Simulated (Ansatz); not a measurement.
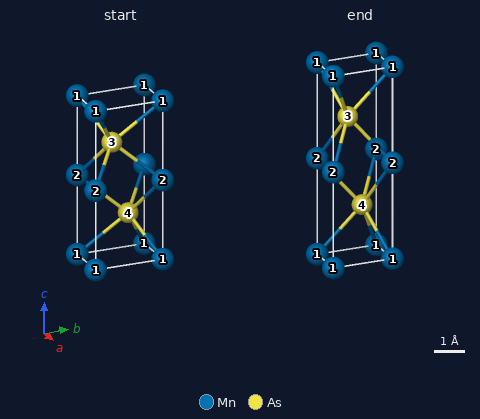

The structure of solid MnAs (set up in P6_3/mmc) before (left) and after (right) a relaxation, at one scale.

A ball-and-stick model of the cell of the calculation, seen slightly off an axis.

Case: relaxed at 90 GPa.

Level of theory: Ansatz 0.2.0, DFT PBE, scalar-relativistic, plane waves, PAW. (plane-wave cutoff 420 eV; k-point mesh 18 × 18 × 8; occupations gaussian; smearing width 0.1 eV; target pressure 90 GPa; collinear spin; cell and atoms relaxed; force threshold 0.008 eV/Å; at most 50 steps)

**Summarise the run.**

The run was cut off at its time limit before the relaxation converged, so the last structure is only a point on the way. After 7 geometry steps the energy has risen by 0.681 eV per cell of the calculation. With the target pressure of 90 GPa, the enthalpy E + pV changes by −0.821 eV per cell of the calculation. All forces vanish by symmetry, so only the cell relaxes. The pressure goes from 81.94 to 90.50 GPa. The atoms keep their places relative to the cell (all moves are under 0.005 Å). Cell: a = b 3.018 → 2.657 Å (−12.0 %), c 5.405 → 6.536 Å (+20.9 %). Volume −6.3 %. Among the contacts that change: Mn1–Mn2 2.703 → 3.268 Å, As3–As4 3.216 → 3.610 Å, Mn1–Mn1 3.018 → 2.657 Å, As3–As3 3.018 → 2.657 Å. Bond angles that change, for instance: Mn1–As4–Mn2 75.6° → 93.6°, As3–Mn2–As4 93.6° → 107.3°, As3–Mn2–As3 86.4° → 72.7°. The space group stays P6_3/mmc (No. 194). The program noted that the starting moments weren't kept. The run took 7.8 min on 1 thread of Arm Neoverse V1, on a shared host, peak memory 0.71 GiB.
